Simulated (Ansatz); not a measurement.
Run report: Ti, single-point calculation (part 2 of 2)

Continued. System: Ti (27 atoms in the cell). Method: DFT, PBE, plane waves, PAW, no spin polarisation (Ansatz 0.2.0); cutoff 420 eV, 4×4×4 k-mesh, Gaussian smearing of 0.1 eV. The structure derives from an entry of the Crystallography Open Database. The settings are looser than a standard set-up, so the numbers are not reference values.

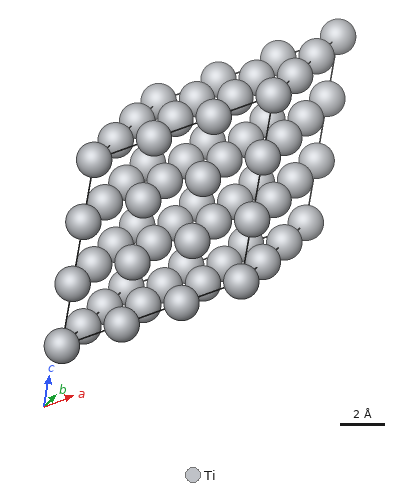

The structure as given in the input (spheres-only view of the cell of the calculation, seen slightly off an axis). An atom can appear more than once, as a periodic image.

## Output, continued
```
  k-point 0: bands = ["-43.4161", "-43.3243", "-43.3243", "-43.3243", "-43.3243", "-43.3243", "-43.3243", "-43.3243", "-43.3243", "-43.2943", "-43.2943", "-43.2943", "-43.2943", "-43.2943", "-43.2943", "-43.2632", "-43.2632", "-43.2632", "-43.2632", "-43.2632", "-43.2632", "-43.2632", "-43.2632", "-43.2632", "-43.2632", "-43.2632", "-43.2632", "-19.7979", "-19.7979", "-19.7979", "-19.7979", "-19.7979", "-19.7979", "-19.7979", "-19.7979", "-19.7697", "-19.7697", "-19.7697", "-19.7697", "-19.7697",
      "-19.7697", "-19.7393", "-19.7393", "-19.7393", "-19.7393", "-19.7393", "-19.7393", "-19.7393", "-19.7393", "-19.7393", "-19.7393", "-19.7393", "-19.7393", "-19.7334", "-19.7334", "-19.7334", "-19.7334", "-19.7334", "-19.7334", "-19.7334", "-19.7334", "-19.7334", "-19.7334", "-19.7334", "-19.7334", "-19.4682", "-19.4682", "-19.4682", "-19.4682", "-19.4682", "-19.4682", "-19.4682", "-19.4682", "-19.4682", "-19.4682", "-19.4682", "-19.4682", "-19.4448", "-19.4448", "-19.4448",
      "-19.4448", "-19.4448", "-19.4448", "-19.4448", "-19.4448", "-19.4448", "-19.4448", "-19.4448", "-19.4448", "-19.3561", "-19.3561", "-19.3561", "-19.3561", "-19.3561", "-19.3561", "-19.3561", "-19.3561", "-19.3561", "-19.3561", "-19.3561", "-19.3561", "-19.3561", "-19.3561", "-19.3561", "-19.3561", "-19.2914", "-19.2914", "-19.2914", "7.1812", "9.9160", "9.9160", "9.9160", "9.9160", "9.9160", "9.9160", "9.9160", "9.9160", "10.4210", "10.4210", "10.4210",
      "10.4210", "10.4210", "10.4210", "12.0737", "12.0737", "12.0737", "12.0737", "12.0737", "12.0737", "12.0737", "12.0737", "12.0737", "12.0737", "12.0737", "12.0737", "12.0821", "12.0821", "12.0821", "12.0821", "12.0821", "12.0821", "12.0952", "12.0952", "12.0952", "12.0952", "12.0952", "12.0952", "12.0952", "12.0952", "12.0952", "12.0952", "12.0952", "12.0952", "13.2448", "13.2448", "13.2448", "13.2448", "13.2448", "13.2448", "13.2448",
      "13.2448", "13.3982", "13.3982", "13.3982", "13.3982", "13.3982", "13.3982", "13.3982", "13.3982", "13.3982", "13.3982", "13.3982", "13.3982", "14.1287", "14.1287", "14.1287", "14.2338", "14.2338", "14.2338", "14.2338", "14.2338", "14.2338", "14.2338", "14.2338", "14.2338", "14.2338", "14.2338", "14.2338", "14.2338", "14.2338", "14.2338", "14.2338", "14.4446", "14.4446", "14.4446"]
  k-point 1: bands = ["-43.4080", "-43.3551", "-43.3291", "-43.3291", "-43.3291", "-43.3119", "-43.3119", "-43.3119", "-43.3113", "-43.3113", "-43.3113", "-43.3016", "-43.2766", "-43.2766", "-43.2766", "-43.2760", "-43.2760", "-43.2760", "-43.2632", "-43.2632", "-43.2632", "-43.2632", "-43.2632", "-43.2632", "-43.2586", "-43.2586", "-43.2586", "-19.9172", "-19.8353", "-19.8353", "-19.8353", "-19.8287", "-19.8287", "-19.8287", "-19.8169", "-19.8169", "-19.8169", "-19.8052", "-19.8052", "-19.8052",
      "-19.7877", "-19.7877", "-19.7877", "-19.7877", "-19.7877", "-19.7877", "-19.7436", "-19.7436", "-19.7436", "-19.7108", "-19.7108", "-19.7108", "-19.6726", "-19.6726", "-19.6726", "-19.6726", "-19.6726", "-19.6726", "-19.6539", "-19.6539", "-19.6539", "-19.6322", "-19.6190", "-19.6190", "-19.6190", "-19.5060", "-19.5060", "-19.5060", "-19.4875", "-19.4875", "-19.4875", "-19.4740", "-19.4740", "-19.4740", "-19.4571", "-19.4571", "-19.4571", "-19.4571", "-19.4571", "-19.4571",
      "-19.4439", "-19.4439", "-19.4439", "-19.4368", "-19.4368", "-19.4368", "-19.4096", "-19.4096", "-19.4096", "-19.4038", "-19.4038", "-19.4038", "-19.3720", "-19.3720", "-19.3720", "-19.3717", "-19.3717", "-19.3621", "-19.3621", "-19.3621", "-19.3582", "-19.3582", "-19.3582", "-19.3378", "-19.3346", "-19.3346", "-19.2972", "-19.2972", "7.4044", "8.9634", "9.7816", "9.7816", "9.7816", "10.1282", "10.1282", "10.1282", "10.3400", "10.3400", "10.3400", "10.5131",
      "10.7450", "10.7450", "10.7450", "11.5476", "11.5476", "11.5476", "11.7368", "11.7368", "11.7368", "11.9132", "11.9132", "11.9132", "12.0449", "12.0449", "12.0449", "12.0759", "12.0759", "12.0759", "12.0759", "12.0759", "12.0759", "12.1595", "12.1595", "12.1595", "12.1595", "12.1595", "12.1595", "12.4011", "12.4011", "12.4011", "12.6264", "12.6264", "12.6264", "13.0894", "13.0894", "13.0894", "13.1815", "13.1815", "13.1815", "13.2106",
      "13.2106", "13.2106", "13.2957", "13.2957", "13.2957", "13.2957", "13.2957", "13.2957", "13.3299", "13.5786", "13.8733", "13.8733", "13.8733", "13.9925", "14.0310", "14.0310", "14.0310", "14.0772", "14.0772", "14.1333", "14.1333", "14.1333", "14.1603", "14.1603", "14.1603", "14.2075", "14.2075", "14.2874", "14.2874", "14.2874", "14.3859", "14.3859", "14.4358", "14.4358", "14.4358"]
  k-point 2: bands = ["-43.3857", "-43.3857", "-43.3246", "-43.3246", "-43.3246", "-43.3246", "-43.3246", "-43.3246", "-43.2936", "-43.2936", "-43.2936", "-43.2936", "-43.2936", "-43.2936", "-43.2933", "-43.2635", "-43.2635", "-43.2635", "-43.2635", "-43.2635", "-43.2635", "-43.2632", "-43.2632", "-43.2632", "-43.2632", "-43.2632", "-43.2632", "-19.9605", "-19.8495", "-19.8495", "-19.8495", "-19.8495", "-19.8495", "-19.8495", "-19.8394", "-19.8394", "-19.8394", "-19.8394", "-19.8394", "-19.8394",
      "-19.8069", "-19.8069", "-19.8069", "-19.8069", "-19.8069", "-19.8069", "-19.7019", "-19.7019", "-19.7019", "-19.7019", "-19.7019", "-19.7019", "-19.6382", "-19.6382", "-19.6382", "-19.6382", "-19.6382", "-19.6382", "-19.5705", "-19.5705", "-19.5705", "-19.5705", "-19.5705", "-19.5705", "-19.4990", "-19.4990", "-19.4990", "-19.4990", "-19.4990", "-19.4990", "-19.4896", "-19.4896", "-19.4896", "-19.4896", "-19.4896", "-19.4896", "-19.4724", "-19.4724", "-19.4724", "-19.4724",
      "-19.4724", "-19.4724", "-19.4635", "-19.4635", "-19.4044", "-19.4044", "-19.4044", "-19.4044", "-19.4044", "-19.4044", "-19.4016", "-19.4016", "-19.4016", "-19.4016", "-19.4016", "-19.4016", "-19.3779", "-19.3779", "-19.3779", "-19.3779", "-19.3779", "-19.3779", "-19.3774", "-19.3774", "-19.3130", "-19.3130", "-19.3130", "-19.3130", "8.0387", "8.0387", "9.8867", "9.8867", "9.8867", "9.8867", "9.8867", "9.8867", "10.6730", "11.0116", "11.0116", "11.0116",
      "11.0116", "11.0116", "11.0116", "11.1116", "11.1116", "11.1116", "11.1116", "11.1116", "11.1116", "11.9256", "11.9256", "11.9256", "11.9256", "11.9256", "11.9256", "12.0779", "12.0779", "12.0779", "12.0779", "12.0779", "12.0779", "12.2368", "12.2368", "12.2368", "12.2368", "12.2368", "12.2368", "12.7720", "12.7720", "12.7720", "12.7720", "12.7720", "12.7720", "12.9767", "12.9767", "12.9767", "12.9767", "12.9767", "12.9767", "13.1806",
      "13.1806", "13.1806", "13.1806", "13.1806", "13.1806", "13.5788", "13.5788", "13.5788", "13.5788", "13.5788", "13.5788", "13.6626", "13.6626", "13.8729", "14.0158", "14.0158", "14.0326", "14.0326", "14.0326", "14.0326", "14.0326", "14.0326", "14.2677", "14.2677", "14.2677", "14.2677", "14.2677", "14.2677", "14.3653", "14.3653", "14.3653", "14.3653", "14.5700", "14.5700", "14.5700"]
  k-point 7: bands = ["-43.3674", "-43.3674", "-43.3674", "-43.3674", "-43.3143", "-43.3143", "-43.3143", "-43.3143", "-43.2836", "-43.2836", "-43.2836", "-43.2836", "-43.2836", "-43.2836", "-43.2836", "-43.2836", "-43.2833", "-43.2833", "-43.2833", "-43.2833", "-43.2614", "-43.2614", "-43.2614", "-43.2614", "-43.2534", "-43.2534", "-43.2531", "-19.9163", "-19.9163", "-19.9163", "-19.9163", "-19.8899", "-19.8899", "-19.8298", "-19.8298", "-19.8298", "-19.8298", "-19.8298", "-19.8298", "-19.8298",
      "-19.8298", "-19.8156", "-19.8156", "-19.8156", "-19.8156", "-19.7233", "-19.7233", "-19.7225", "-19.7225", "-19.7225", "-19.7225", "-19.6074", "-19.6074", "-19.6074", "-19.6074", "-19.5532", "-19.5532", "-19.5363", "-19.5290", "-19.5290", "-19.5209", "-19.5209", "-19.5209", "-19.5209", "-19.5209", "-19.5209", "-19.5209", "-19.5209", "-19.5185", "-19.5185", "-19.5185", "-19.5185", "-19.5036", "-19.5036", "-19.5036", "-19.5036", "-19.4891", "-19.4891", "-19.4891", "-19.4891",
      "-19.4653", "-19.4653", "-19.4653", "-19.4653", "-19.4310", "-19.4310", "-19.4310", "-19.4310", "-19.4310", "-19.4310", "-19.4310", "-19.4310", "-19.4021", "-19.4021", "-19.4021", "-19.4021", "-19.3693", "-19.3693", "-19.3693", "-19.3693", "-19.3668", "-19.3668", "-19.3668", "-19.3668", "-19.3289", "-19.3289", "-19.3289", "-19.3289", "8.5715", "8.5715", "8.5715", "8.5715", "10.3228", "10.3228", "10.3228", "10.3228", "10.8937", "10.8937", "11.1646", "11.1646",
      "11.1646", "11.1646", "11.2482", "11.2482", "11.2482", "11.2482", "11.2482", "11.2482", "11.2482", "11.2482", "11.4623", "11.4623", "11.4623", "11.4623", "11.6926", "11.6926", "11.7313", "12.2309", "12.2309", "12.2309", "12.2309", "12.4971", "12.4971", "12.4971", "12.4971", "12.4971", "12.4971", "12.4971", "12.4971", "12.8344", "12.8344", "12.8344", "12.8344", "12.8682", "12.8682", "12.9958", "12.9958", "12.9958", "12.9958", "13.3203",
      "13.3203", "13.3203", "13.3203", "13.4831", "13.4831", "13.4831", "13.4831", "13.4831", "13.4831", "13.4831", "13.4831", "13.5475", "13.5475", "13.5475", "13.5475", "13.7112", "13.7112", "13.7112", "13.7112", "13.8455", "13.8455", "13.8455", "13.8455", "14.4080", "14.4080", "14.4080", "14.4080", "14.4324", "14.4324", "14.4324", "14.4324", "14.6813", "14.6813", "14.6813", "14.6813"]
```
